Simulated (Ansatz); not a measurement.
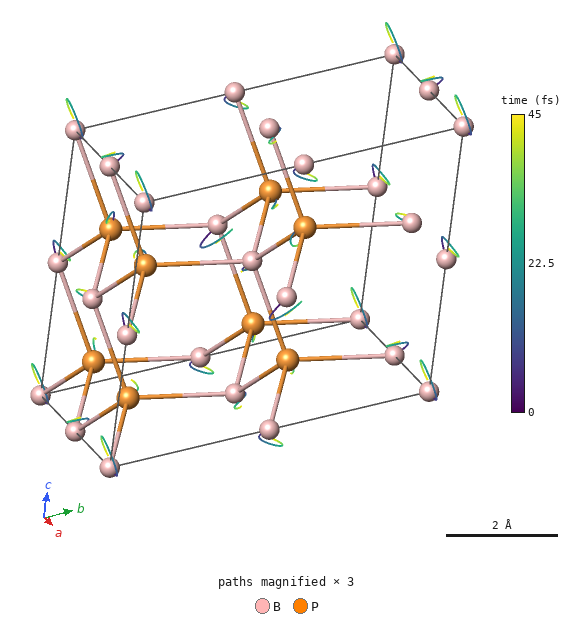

First-principles dynamics of a 16-atom cell of BP (built on the measured structure type), 45 fs long. Lines trace each atom's path, coloured by time; spheres stand at the starting positions. The excursions are magnified 3 times. Seen slightly off an axis in the reduced simulation cell.

The calculation used Ansatz 0.2.0, DFT, r2SCAN, plane waves, PAW. Set-up: plane-wave cutoff 500 eV; k-point mesh 4 × 4 × 4; Fermi-Dirac smearing 0.069 eV; constant energy (NVE); velocities drawn for 800 K; time step 1.5 fs.

The input:
```yaml
crystal:
  lattice:
    - [0.0, 4.5366309147, 4.5366309147]
    - [4.5366309147, 0.0, 4.5366309147]
    - [4.5366309147, 4.5366309147, 0.0]
  atoms:
    - { symbol: B, position: [0.0, 0.0, 0.0] }
    - { symbol: P, position: [0.125, 0.125, 0.125] }
    - { symbol: B, position: [0.0, 0.0, 0.5] }
    - { symbol: P, position: [0.125, 0.125, 0.625] }
    - { symbol: B, position: [0.0, 0.5, 0.0] }
    - { symbol: P, position: [0.125, 0.625, 0.125] }
    - { symbol: B, position: [0.0, 0.5, 0.5] }
    - { symbol: P, position: [0.125, 0.625, 0.625] }
    - { symbol: B, position: [0.5, 0.0, 0.0] }
    - { symbol: P, position: [0.625, 0.125, 0.125] }
    - { symbol: B, position: [0.5, 0.0, 0.5] }
    - { symbol: P, position: [0.625, 0.125, 0.625] }
    - { symbol: B, position: [0.5, 0.5, 0.0] }
    - { symbol: P, position: [0.625, 0.625, 0.125] }
    - { symbol: B, position: [0.5, 0.5, 0.5] }
    - { symbol: P, position: [0.625, 0.625, 0.625] }
kpoints:
  mp_grid: { grid: [4, 4, 4] }
hamiltonian:
  xc: r2scan
scf:
  occupations: { method: fermi_dirac, width: 0.069 }
md:
  ensemble: nve
  temperature: 800
  timestep: 1.5
  n_steps: 30
  initial_velocities: maxwell_boltzmann
  seed: 4629
```

Command:
```bash
ansatz run input.yaml --threads 4 --pin off --max-ram 3686MiB --backend cpu --events-out ev --progress --plain --runs-dir out
```

Describe the motion.

In the second half of the run the atoms are, in the root-mean-square, this far from where they began (common drift taken out): B 0.10 Å, P 0.10 Å. The run lasts only 45 fs, too short to tell vibration from diffusion. Over the second half the temperature averages 355 K (spread ±146 K). The first frame carries almost no forces, so kinetic energy first flows into potential energy: the temperature drops from 800 to 174 K within 12 fs, and without a thermostat its mean stays below the start. The potential energy in the second half lies on average 54.3 meV per atom above the first frame.
